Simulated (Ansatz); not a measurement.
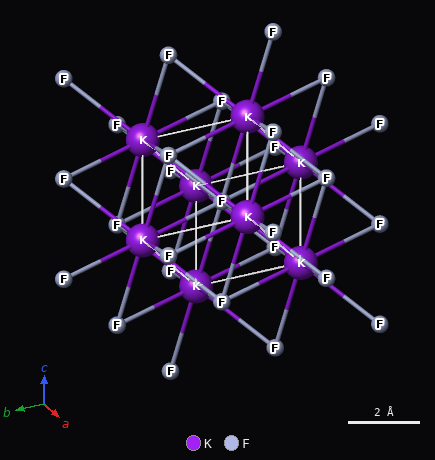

Ball-and-stick representation of a periodic structure, projected from a general direction. The simulation cell is outlined; an atom on or near a face, edge or corner is repeated at each equivalent position. A few atoms beyond the faces are included.

Input used:
```yaml
crystal:
  lattice:
    - [3.3457613923, 0.0, 0.0]
    - [0.0, 3.3457613923, 0.0]
    - [0.0, 0.0, 3.1788706815]
  atoms:
    - { symbol: K, position: [0.0, 0.0, 0.0] }
    - { symbol: F, position: [0.5, 0.5, 0.5] }
kpoints:
  mp_grid: { grid: [8, 8, 8] }
  band_path:
    path: [[0.0, 0.0, 0.0], [0.0, 0.5, 0.0], [0.5, 0.5, 0.0], [0.5, 0.5, 0.5]]
    npoints: 1
hamiltonian:
  xc: pbe
scf:
  occupations: { method: fermi_dirac, width: 0.02 }
  n_extra_bands: 4
output:
  forces: true
  stress: true
  eigenvalues: true
```

The numbers come from Ansatz, DFT, PBE, plane waves, PAW, using cutoff 420 eV, the zone sampled with 8×8×8 points, Fermi-Dirac smearing of 0.02 eV, no spin polarisation.

**What is the electronic character?**

An insulator at this level, with a gap of 5.96 eV, indirect; the smallest direct gap is 6.00 eV.

**Would the cell expand or shrink if it could?**

The computed pressure is -0.8 GPa (stretched: it would shrink). The stress isn't hydrostatic: its largest component is 2.3 GPa.

Its origin is a structure type filled with these elements by a generator (whether the compound takes this form wasn't checked). The cell was then strained or its atoms displaced on purpose. It was the input of a calculation with Ansatz.
